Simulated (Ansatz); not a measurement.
Geometry relaxation, with input and output: Ta$_{3}$HN$_{3}$ (part 1 of 2)

- system: Ta$_{3}$HN$_{3}$ (slab, 7 atoms in the cell)
- method: DFT r2SCAN, scalar-relativistic, plane waves, PAW, no spin polarisation (Ansatz 0.2.0)

The structure derives from an entry of the Crystallography Open Database. The input holds or restrains some coordinates. Forces given for the steps count only the free coordinates. It belongs to a series of runs on one base structure; here: H put at a hollow N-N-N site.

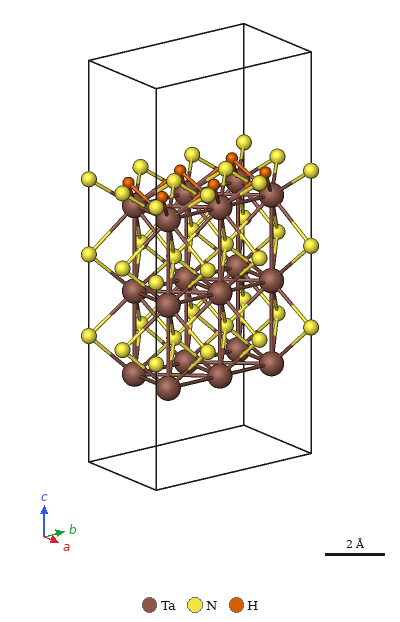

Fig. 1: The input geometry (ball-and-stick view of the 2 × 3 repeat of the cell, with the vacuum cut short, seen slightly off an axis). An atom can appear more than once, as a periodic image.

Key numbers

| quantity | value |
| --- | --- |
| outcome | converged under the restraints of the input |
| electrons treated | 55 |
| free energy | −31005.9602 eV |
| work function, top face | 6.07 eV |
| work function, bottom face | 5.15 eV |
| Fermi energy | 2.904 eV |
| gap on the k-point mesh | none (metallic) |
| final volume | 195.70 Å³ |
| work function (upper face) | 6.07 eV |
| largest force (length of the vector) at the end, held atoms and coordinates included | 0.323 eV/Å |
| hardware | 2 threads of AMD EPYC (Zen 5), 32 GiB of memory available, shared host |
| wall time | 54 s (CPU time 1.8 min) |
| peak memory | 0.99 GiB |

Remarks

The program warns: the exchange-correlation potential is rough where the density is thin. Spin–orbit coupling is left out, which matters for Ta. The cell holds an odd number of electrons but the run has no spin polarisation, so a band is left half filled.

The input
```yaml
crystal:
  lattice:
    - [2.9361543272, 0.0, 0.0]
    - [-1.4680771636, 2.5427842368, 0.0]
    - [0.0, 0.0, 26.2115463819]
  atoms:
    - { symbol: Ta, position: [0.3333333333, 0.6666666667, 0.3242845682] }
    - { symbol: "N", position: [0.0, 0.0, 0.3793102906] }
    - { symbol: Ta, position: [0.3333333333, 0.6666666667, 0.4343360131] }
    - { symbol: "N", position: [0.0, 0.0, 0.4874333139] }
    - { symbol: Ta, position: [0.3333333333, 0.6666666667, 0.5476823742] }
    - { symbol: "N", position: [0.0, 0.0, 0.5871021027] }
    - { symbol: H, position: [0.6666666667, 0.3333333333, 0.5893911703] }
basis:
  ecutwfc: 500
kpoints:
  mp_grid: { grid: [12, 12, 1] }
hamiltonian:
  xc: r2scan
scf:
  occupations: { method: gaussian, width: 0.1 }
output:
  forces: true
  eigenvalues: true
  write_density: true
  write_potential: true
  elf: true
  volumetric_format: npy
relax:
  adjacent_minimum: "off"
  f_tol: 0.03
  max_steps: 70
  constraints: [{ sites: [0, 1, 2] }]
efield:
  axis: 3
  dipole_correction: true
  ramp_width: 0.04
```

Command:
```bash
ansatz run input.yaml --threads 2 --pin off --max-ram 5120MiB --backend cpu --events-out ev --progress --plain --runs-dir out
```

Output
```
Engine: ansatz 0.2.0, x86_64-unknown-linux-gnu
Pseudopotentials: kind: paw
Pseudopotential: Ta, paw, valence charge 13, recommended cutoff 500 eV (meta_gga), Ta.paw.azcp
Pseudopotential: N, paw, valence charge 5, recommended cutoff 500 eV (meta_gga), N.paw.azcp
Pseudopotential: H, paw, valence charge 1, recommended cutoff 500 eV (meta_gga), H.paw.azcp
Functional definition: r2SCAN
  parameter k0 = 0.174
  parameter k1 = 0.065
  parameter a1 = 4.9479
  exchange = r2scan_x(k0 = k0, k1 = k1, a1 = a1)
  correlation = r2scan_c
Crystal: 7 atoms, lattice volume = 195.696 Å³
Basis set: ecut = 500 eV, 5075 PW (Γ), exchange–correlation on 96×96×768 points (64 copies of the dense FFT grid, shifted against one another)
Bands: 35, of which v1, the nominal top of the filled ones, is band 28 counted from 1 (27 counted from 0)
Symmetry: 6 space group operations
Space group: P3m1 (ITA 156), of the structure as read, at distance tolerance 5.8e-5 Å
k-points: 19 of 144 (time reversal used)
Non-local potential: Ta, projectors of the file, l = 0: 3, l = 1: 2, l = 2: 2, l = 3: 1
Non-local potential: N, projectors of the file, l = 0: 2, l = 1: 2, l = 2: 1
Non-local potential: H, projectors of the file, l = 0: 2, l = 1: 1
PAW form: soft (Blöchl's): semilocal exchange-correlation on the pseudo side does not see the compensation charge
PAW frozen core: Ta, regenerated for the run's functional (the file was generated under x = pbe(κ = 0.804, μ = 0.2195149727645171), c = pbe(β = 0.06672455060314922))
PAW frozen core: N, regenerated for the run's functional (the file was generated under x = pbe(κ = 0.804, μ = 0.2195149727645171), c = pbe(β = 0.06672455060314922))
PAW one-centre angular grid: Ta, 590 points (default); XC on 160 Gauss nodes
PAW one-centre angular grid: N, 302 points (default); XC on 160 Gauss nodes
PAW one-centre angular grid: H, 302 points (default); XC on 160 Gauss nodes
Initial density: superposition of atomic densities (neutral atoms: chi_scale 0, normalization atom), corrected by the library's trained network
Initial wavefunctions: pseudopotential atomic-orbital guess
Functional: x = r2scan, c = r2scan; τ floored in thin density (d = 2e-4 eV/Å³)
SCF iter   1: F=—  HF=-31005.333428 eV  |F-HF|=—  |Δ(HF+E_count)|=         —  Δρ=1.45e-2  dr2=8.79e0  dr2_τ=4.72e-1  ethr=1.77e-3  p=0.061 e·Å  D=5.62e-2 V/Å  ΔV_dip=-1.47 eV  dr2_dipole=3.69e0  V_vac-E_F(+/−)=4.17/5.65 eV  ⟨swp⟩=8.5  Hψ=3677  notcnv=0
efield: sawtooth ramp at fractional position 0.9368 (placed from the atoms, in the widest stretch of the axis that holds none; the zero of the levels goes with the place), width 0.0400; the density the first Hamiltonian is built on has a dipole p = 0.061 e·Å; the dipole correction subtracts the counter field D = 5.62e-2 V/Å, which shifts the + side's vacuum level by -1.47 eV against the − side's; the planar-averaged density in the ramp window peaks in size at 9.2e-6 e/Å³
preconditioner: auto → LDOS  [metal: Δε(μ)=0.083 eV  Ē_g=10.001 eV  σ=0.100 eV  W_gap=0.39  n_scr=18 (ndim 8)  ℏωp=14.8 eV  f_vac=0.602  D(μ)=3.06/eV (n_scr^D=14)  β→1.0]
SCF iter   2: F=—  HF=-31005.594643 eV  |F-HF|=—  |Δ(HF+E_count)|=   2.61e-1  Δρ=1.35e-2  dr2=1.08e1  dr2_τ=1.01e-1  ethr=1.77e-3  p=-0.041 e·Å  D=-3.79e-2 V/Å  ΔV_dip=0.99 eV  dr2_dipole=4.06e0  V_vac-E_F(+/−)=5.79/4.80 eV  ⟨swp⟩=3.1  Hψ=1231  notcnv=0  defer=47
SCF iter   3: F=—  HF=-31005.386448 eV  |F-HF|=—  |Δ(HF+E_count)|=   2.08e-1  Δρ=2.58e-3  dr2=1.34e-2  dr2_τ=1.39e-3  ethr=1.77e-3  p=-0.010 e·Å  D=-9.32e-3 V/Å  ΔV_dip=0.24 eV  dr2_dipole=1.76e-3  V_vac-E_F(+/−)=5.39/5.15 eV  ⟨swp⟩=2.3  Hψ=948  notcnv=0  defer=45
SCF iter   4: F=—  HF=-31005.390034 eV  |F-HF|=—  |Δ(HF+E_count)|=   3.59e-3  Δρ=1.01e-3  dr2=6.98e-3  dr2_τ=3.52e-4  ethr=2.44e-5  p=-0.017 e·Å  D=-1.56e-2 V/Å  ΔV_dip=0.41 eV  dr2_dipole=1.77e-3  V_vac-E_F(+/−)=5.57/5.16 eV  ⟨swp⟩=3.1  Hψ=1408  notcnv=0  defer=44
SCF iter   5: F=—  HF=-31005.390143 eV  |F-HF|=—  |Δ(HF+E_count)|=   1.09e-4  Δρ=4.43e-4  dr2=4.36e-4  dr2_τ=5.32e-5  ethr=1.27e-5  p=-0.019 e·Å  D=-1.72e-2 V/Å  ΔV_dip=0.45 eV  dr2_dipole=2.79e-5  V_vac-E_F(+/−)=5.60/5.15 eV  ⟨swp⟩=2.0  Hψ=823  notcnv=0  defer=44
SCF iter   6: F=—  HF=-31005.390277 eV  |F-HF|=—  |Δ(HF+E_count)|=   1.34e-4  Δρ=1.95e-4  dr2=1.23e-4  dr2_τ=1.16e-5  ethr=7.92e-7  p=-0.018 e·Å  D=-1.67e-2 V/Å  ΔV_dip=0.44 eV  dr2_dipole=1.08e-5  V_vac-E_F(+/−)=5.59/5.16 eV  ⟨swp⟩=2.8  Hψ=1130  notcnv=0  defer=44
SCF iter   7: F=-31005.390322 eV  HF=-31005.390307 eV  |F-HF|=1.52e-5  |Δ(HF+E_count)|=   3.04e-5  Δρ=6.46e-5  dr2=6.15e-6  dr2_τ=2.41e-7  ethr=4.09e-8  p=-0.018 e·Å  D=-1.65e-2 V/Å  ΔV_dip=0.43 eV  dr2_dipole=7.91e-11  V_vac-E_F(+/−)=5.59/5.16 eV  ⟨swp⟩=24.4  Hψ=8219  notcnv=0
SCF 1 converged in 7 iterations: F = -31005.390322 eV  dr2 = 6.15e-6
  greatest PAW one-centre occupation: 0.998 electrons in one spin orbital (limit 2), on the Ta atom at site 4 (counted from 0), in its partial waves of l = 0
relax step   1: F+E_penalty+E_count = -31005.39032224 eV  Δ(F+E_penalty+E_count) = +0.000e0 eV  max|allowed force component| = 4.426e0 eV/Å  Δτ_max = 0.0000 Å  (7 SCF iters, dr2 threshold 2.25e-5 eV, accepted)
Initial density: handed on by an earlier stage of this run
Initial wavefunctions: those handed on with the density
iter 1 solved again at ethr=6.65e-4 eV; its pass at ethr=3.10e-3 eV (dr2=3.66e-1 eV) is discarded
SCF iter   1: F=—  HF=-31005.912405 eV  |F-HF|=—  |Δ(HF+E_count)|=         —  Δρ=9.50e-3  dr2=3.75e-1  dr2_τ=5.82e-1  ethr=6.65e-4  p=-0.018 e·Å  D=-1.65e-2 V/Å  ΔV_dip=0.43 eV  dr2_dipole=1.11e-1  V_vac-E_F(+/−)=5.62/5.19 eV  ⟨swp⟩=1.9  Hψ=2756  notcnv=0  defer=39
efield: sawtooth ramp at fractional position 0.9368 (handed on by an earlier solve), width 0.0400; the density the first Hamiltonian is built on has a dipole p = -0.018 e·Å; the dipole correction subtracts the counter field D = -1.65e-2 V/Å, which shifts the + side's vacuum level by +0.43 eV against the − side's; the planar-averaged density in the ramp window peaks in size at 7.9e-7 e/Å³
preconditioner: auto → LDOS  [metal: Δε(μ)=0.079 eV  Ē_g=9.815 eV  σ=0.100 eV  W_gap=0.40  n_scr=18 (ndim 8)  ℏωp=14.8 eV  f_vac=0.598  D(μ)=3.51/eV (n_scr^D=14)  β→1.0]
SCF iter   2: F=—  HF=-31005.874874 eV  |F-HF|=—  |Δ(HF+E_count)|=   3.75e-2  Δρ=5.52e-3  dr2=9.47e-2  dr2_τ=4.66e-3  ethr=6.65e-4  p=-0.073 e·Å  D=-6.70e-2 V/Å  ΔV_dip=1.76 eV  dr2_dipole=2.34e-3  V_vac-E_F(+/−)=6.92/5.17 eV  ⟨swp⟩=3.3  Hψ=1289  notcnv=0  defer=39
SCF iter   3: F=—  HF=-31005.862975 eV  |F-HF|=—  |Δ(HF+E_count)|=   1.19e-2  Δρ=9.89e-4  dr2=1.76e-3  dr2_τ=5.17e-4  ethr=1.72e-4  p=-0.062 e·Å  D=-5.75e-2 V/Å  ΔV_dip=1.51 eV  dr2_dipole=5.10e-6  V_vac-E_F(+/−)=6.67/5.17 eV  ⟨swp⟩=2.3  Hψ=1102  notcnv=0  defer=43
SCF iter   4: F=—  HF=-31005.863422 eV  |F-HF|=—  |Δ(HF+E_count)|=   4.47e-4  Δρ=4.31e-4  dr2=4.86e-4  dr2_τ=6.27e-5  ethr=3.20e-6  p=-0.064 e·Å  D=-5.89e-2 V/Å  ΔV_dip=1.54 eV  dr2_dipole=1.14e-7  V_vac-E_F(+/−)=6.71/5.16 eV  ⟨swp⟩=3.0  Hψ=1306  notcnv=0  defer=43
SCF iter   5: F=—  HF=-31005.863457 eV  |F-HF|=—  |Δ(HF+E_count)|=   3.56e-5  Δρ=1.99e-4  dr2=8.70e-5  dr2_τ=1.52e-5  ethr=1.82e-7  p=-0.064 e·Å  D=-5.91e-2 V/Å  ΔV_dip=1.55 eV  dr2_dipole=5.02e-9  V_vac-E_F(+/−)=6.71/5.16 eV  ⟨swp⟩=25.9  Hψ=9349  notcnv=0
SCF iter   6: F=-31005.863457 eV  HF=-31005.863458 eV  |F-HF|=1.09e-6  |Δ(HF+E_count)|=   7.99e-7  Δρ=5.14e-5  dr2=5.57e-6  dr2_τ=2.31e-7  ethr=1.58e-7  p=-0.064 e·Å  D=-5.93e-2 V/Å  ΔV_dip=1.55 eV  dr2_dipole=6.45e-8  V_vac-E_F(+/−)=6.72/5.16 eV  ⟨swp⟩=18.8  Hψ=8094  notcnv=0
SCF 2 converged in 6 iterations: F = -31005.863457 eV  dr2 = 5.57e-6
[... from here on the iterations of each SCF are left out, up to the last one ...]
relax step   2: F+E_penalty+E_count = -31005.86345706 eV  Δ(F+E_penalty+E_count) = -4.731e-1 eV  max|allowed force component| = 1.057e0 eV/Å  Δτ_max = 0.1281 Å  (6 SCF iters, dr2 threshold 1.00e-4 eV, accepted)
efield: sawtooth ramp at fractional position 0.9368 (handed on by an earlier solve), width 0.0400; the density the first Hamiltonian is built on has a dipole p = -0.064 e·Å; the dipole correction subtracts the counter field D = -5.93e-2 V/Å, which shifts the + side's vacuum level by +1.55 eV against the − side's; the planar-averaged density in the ramp window peaks in size at 1.6e-6 e/Å³
preconditioner: auto → LDOS  [metal: Δε(μ)=0.052 eV  Ē_g=9.744 eV  σ=0.100 eV  W_gap=0.28  n_scr=18 (ndim 8)  ℏωp=14.8 eV  f_vac=0.595  D(μ)=2.84/eV (n_scr^D=12)  β→1.0]
SCF 3 converged in 5 iterations: F = -31005.897126 eV  dr2 = 2.07e-6
relax step   3: F+E_penalty+E_count = -31005.89712606 eV  Δ(F+E_penalty+E_count) = -3.367e-2 eV  max|allowed force component| = 1.648e-1 eV/Å  Δτ_max = 0.0743 Å  (5 SCF iters, dr2 threshold 6.98e-5 eV, accepted)
efield: sawtooth ramp at fractional position 0.9368 (handed on by an earlier solve), width 0.0400; the density the first Hamiltonian is built on has a dipole p = -0.079 e·Å; the dipole correction subtracts the counter field D = -7.26e-2 V/Å, which shifts the + side's vacuum level by +1.90 eV against the − side's; the planar-averaged density in the ramp window peaks in size at 8.4e-7 e/Å³
preconditioner: auto → LDOS  [insulator: Δε(μ)=0.180 eV  Ē_g=9.770 eV  σ=0.100 eV  W_gap=0.73  n_scr=18 (ndim 8)  ℏωp=14.8 eV  f_vac=0.596  D(μ)=2.57/eV (n_scr^D=12)  ε∞_Penn≈3.3  β→1.0]
SCF 4 converged in 6 iterations: F = -31005.898143 eV  dr2 = 1.90e-7
relax step   4: F+E_penalty+E_count = -31005.89814332 eV  Δ(F+E_penalty+E_count) = -1.017e-3 eV  max|allowed force component| = 1.185e-1 eV/Å  Δτ_max = 0.0285 Å  (6 SCF iters, dr2 threshold 1.70e-6 eV, accepted)
efield: sawtooth ramp at fractional position 0.9368 (handed on by an earlier solve), width 0.0400; the density the first Hamiltonian is built on has a dipole p = -0.077 e·Å; the dipole correction subtracts the counter field D = -7.16e-2 V/Å, which shifts the + side's vacuum level by +1.88 eV against the − side's; the planar-averaged density in the ramp window peaks in size at 1.1e-6 e/Å³
preconditioner: auto → LDOS  [insulator: Δε(μ)=0.185 eV  Ē_g=9.763 eV  σ=0.100 eV  W_gap=0.69  n_scr=18 (ndim 8)  ℏωp=14.8 eV  f_vac=0.595  D(μ)=2.48/eV (n_scr^D=12)  ε∞_Penn≈3.3  β→1.0]
SCF 5 converged in 6 iterations: F = -31005.899510 eV  dr2 = 1.29e-8
relax step   5: F+E_penalty+E_count = -31005.89951014 eV  Δ(F+E_penalty+E_count) = -1.367e-3 eV  max|allowed force component| = 6.430e-2 eV/Å  Δτ_max = 0.0221 Å  (6 SCF iters, accepted)
efield: sawtooth ramp at fractional position 0.9368 (handed on by an earlier solve), width 0.0400; the density the first Hamiltonian is built on has a dipole p = -0.076 e·Å; the dipole correction subtracts the counter field D = -6.99e-2 V/Å, which shifts the + side's vacuum level by +1.83 eV against the − side's; the planar-averaged density in the ramp window peaks in size at 1.2e-6 e/Å³
preconditioner: auto → LDOS  [metal: Δε(μ)=0.097 eV  Ē_g=9.744 eV  σ=0.100 eV  W_gap=0.49  n_scr=18 (ndim 8)  ℏωp=14.8 eV  f_vac=0.594  D(μ)=2.40/eV (n_scr^D=12)  β→1.0]
SCF 6 converged in 6 iterations: F = -31005.907823 eV  dr2 = 5.83e-7
relax step   6: F+E_penalty+E_count = -31005.90782331 eV  Δ(F+E_penalty+E_count) = -8.313e-3 eV  max|allowed force component| = 4.175e-1 eV/Å  Δτ_max = 0.1036 Å  (6 SCF iters, dr2 threshold 1.22e-6 eV, accepted)
efield: sawtooth ramp at fractional position 0.9368 (handed on by an earlier solve), width 0.0400; the density the first Hamiltonian is built on has a dipole p = -0.066 e·Å; the dipole correction subtracts the counter field D = -6.15e-2 V/Å, which shifts the + side's vacuum level by +1.61 eV against the − side's; the planar-averaged density in the ramp window peaks in size at 1.6e-6 e/Å³
preconditioner: auto → LDOS  [metal: Δε(μ)=0.075 eV  Ē_g=9.713 eV  σ=0.100 eV  W_gap=0.38  n_scr=18 (ndim 8)  ℏωp=14.8 eV  f_vac=0.591  D(μ)=2.60/eV (n_scr^D=12)  β→1.0]
SCF 7 converged in 6 iterations: F = -31005.939997 eV  dr2 = 5.08e-6
relax step   7: F+E_penalty+E_count = -31005.93999652 eV  Δ(F+E_penalty+E_count) = -3.217e-2 eV  max|allowed force component| = 7.069e-1 eV/Å  Δτ_max = 0.1957 Å  (6 SCF iters, dr2 threshold 5.13e-5 eV, accepted)
efield: sawtooth ramp at fractional position 0.9368 (handed on by an earlier solve), width 0.0400; the density the first Hamiltonian is built on has a dipole p = -0.047 e·Å; the dipole correction subtracts the counter field D = -4.33e-2 V/Å, which shifts the + side's vacuum level by +1.14 eV against the − side's; the planar-averaged density in the ramp window peaks in size at 9.1e-7 e/Å³
preconditioner: auto → LDOS  [metal: Δε(μ)=0.060 eV  Ē_g=9.650 eV  σ=0.100 eV  W_gap=0.32  n_scr=18 (ndim 8)  ℏωp=14.8 eV  f_vac=0.589  D(μ)=3.76/eV (n_scr^D=14)  β→1.0]
SCF 8 converged in 6 iterations: F = -31005.945544 eV  dr2 = 8.31e-6
relax step   8: F+E_penalty+E_count = -31005.94554443 eV  Δ(F+E_penalty+E_count) = -5.548e-3 eV  max|allowed force component| = 5.036e-1 eV/Å  Δτ_max = 0.1950 Å  (6 SCF iters, dr2 threshold 1.00e-4 eV, accepted)
efield: sawtooth ramp at fractional position 0.9368 (handed on by an earlier solve), width 0.0400; the density the first Hamiltonian is built on has a dipole p = -0.028 e·Å; the dipole correction subtracts the counter field D = -2.59e-2 V/Å, which shifts the + side's vacuum level by +0.68 eV against the − side's; the planar-averaged density in the ramp window peaks in size at 7.8e-7 e/Å³
preconditioner: auto → LDOS  [metal: Δε(μ)=0.042 eV  Ē_g=9.720 eV  σ=0.100 eV  W_gap=0.23  n_scr=18 (ndim 8)  ℏωp=14.8 eV  f_vac=0.593  D(μ)=4.00/eV (n_scr^D=16)  β→1.0]
SCF 9 converged in 5 iterations: F = -31005.959203 eV  dr2 = 6.66e-6
relax step   9: F+E_penalty+E_count = -31005.95920317 eV  Δ(F+E_penalty+E_count) = -1.366e-2 eV  max|allowed force component| = 1.981e-1 eV/Å  Δτ_max = 0.1123 Å  (5 SCF iters, dr2 threshold 1.00e-4 eV, accepted)
efield: sawtooth ramp at fractional position 0.9368 (handed on by an earlier solve), width 0.0400; the density the first Hamiltonian is built on has a dipole p = -0.041 e·Å; the dipole correction subtracts the counter field D = -3.81e-2 V/Å, which shifts the + side's vacuum level by +1.00 eV against the − side's; the planar-averaged density in the ramp window peaks in size at 5.3e-7 e/Å³
preconditioner: auto → LDOS  [metal: Δε(μ)=0.049 eV  Ē_g=9.706 eV  σ=0.100 eV  W_gap=0.26  n_scr=18 (ndim 8)  ℏωp=14.8 eV  f_vac=0.591  D(μ)=3.87/eV (n_scr^D=14)  β→1.0]
SCF 10 converged in 5 iterations: F = -31005.960211 eV  dr2 = 2.65e-6
relax step  10: F+E_penalty+E_count = -31005.96021142 eV  Δ(F+E_penalty+E_count) = -1.008e-3 eV  max|allowed force component| = 1.061e-2 eV/Å  Δτ_max = 0.0141 Å  (5 SCF iters, dr2 threshold 6.07e-6 eV, accepted)
efield: sawtooth ramp at fractional position 0.9368 (handed on by an earlier solve), width 0.0400; the density the first Hamiltonian is built on has a dipole p = -0.038 e·Å; the dipole correction subtracts the counter field D = -3.54e-2 V/Å, which shifts the + side's vacuum level by +0.93 eV against the − side's; the planar-averaged density in the ramp window peaks in size at 5.7e-7 e/Å³
preconditioner: auto → LDOS  [metal: Δε(μ)=0.055 eV  Ē_g=9.710 eV  σ=0.100 eV  W_gap=0.29  n_scr=18 (ndim 8)  ℏωp=14.8 eV  f_vac=0.591  D(μ)=3.96/eV (n_scr^D=14)  β→1.0]
SCF 11 converged in 4 iterations: F = -31005.960213 eV  dr2 = 3.10e-8
relax step  11: F+E_penalty+E_count = -31005.96021321 eV  Δ(F+E_penalty+E_count) = -1.796e-6 eV  max|allowed force component| = 1.151e-2 eV/Å  Δτ_max = 0.0000 Å  (4 SCF iters, accepted)
iter 1 solved again at ethr=5.56e-11 eV; its pass at ethr=3.10e-3 eV (dr2=3.06e-8 eV) is discarded
SCF iter   1: F=—  HF=-31005.960213 eV  |F-HF|=—  |Δ(HF+E_count)|=         —  Δρ=2.89e-6  dr2=3.10e-8  dr2_τ=2.43e-9  ethr=5.56e-11  p=-0.038 e·Å  D=-3.53e-2 V/Å  ΔV_dip=0.92 eV  dr2_dipole=9.38e-10  V_vac-E_F(+/−)=6.07/5.15 eV  ⟨swp⟩=1.0  Hψ=2817  notcnv=0
efield: sawtooth ramp at fractional position 0.9368 (kept from the solve that this one continues, or follows in the run), width 0.0400; the density the first Hamiltonian is built on has a dipole p = -0.038 e·Å; the dipole correction subtracts the counter field D = -3.53e-2 V/Å, which shifts the + side's vacuum level by +0.92 eV against the − side's; the planar-averaged density in the ramp window peaks in size at 5.0e-7 e/Å³
SCF iter   2: F=-31005.960213 eV  HF=-31005.960213 eV  |F-HF|=1.17e-8  |Δ(HF+E_count)|=   1.52e-8  Δρ=2.56e-6  dr2=2.11e-8  dr2_τ=1.92e-9  ethr=5.56e-11  p=-0.038 e·Å  D=-3.53e-2 V/Å  ΔV_dip=0.92 eV  dr2_dipole=7.83e-11  V_vac-E_F(+/−)=6.07/5.15 eV  ⟨swp⟩=12.8  Hψ=5627  notcnv=0
SCF 12 converged in 2 iterations: F = -31005.960213 eV  dr2 = 2.11e-8
```

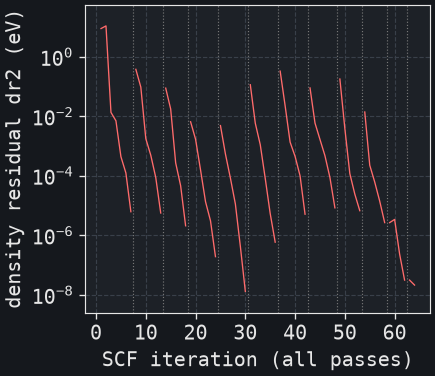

Fig. 2: Convergence of the self-consistent field: density residual dr2 against the SCF iteration. Dotted lines part the SCF passes that the log prints in full.

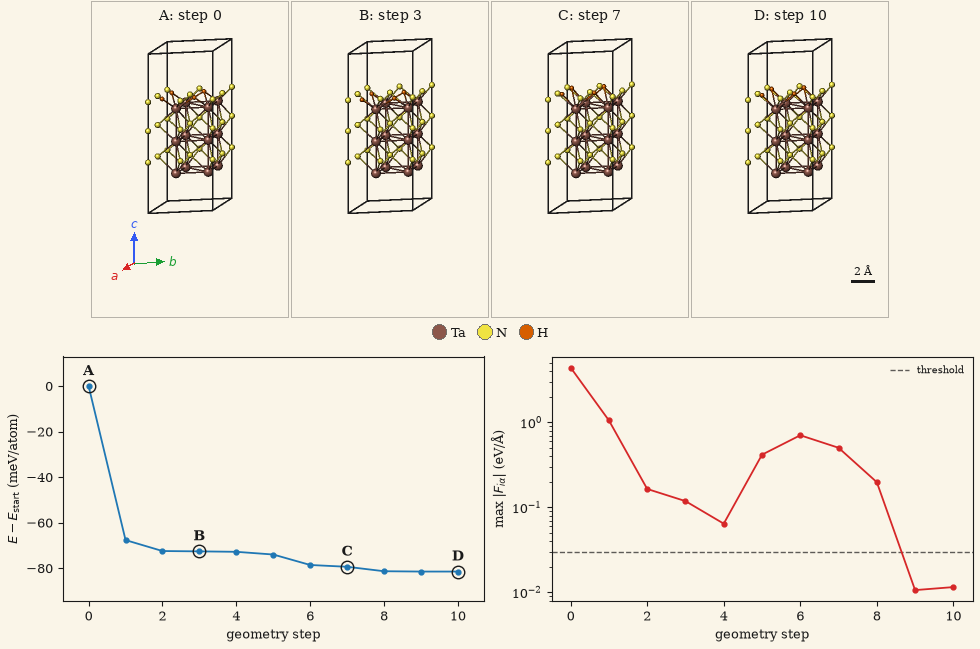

Fig. 3: Frames of the restrained relaxation (ball-and-stick view of the 2 × 2 repeat of the cell, with the vacuum cut short, seen slightly off an axis) above the curves, on which the letters mark them (the first geometry is step 0 here and step 1 in the log).
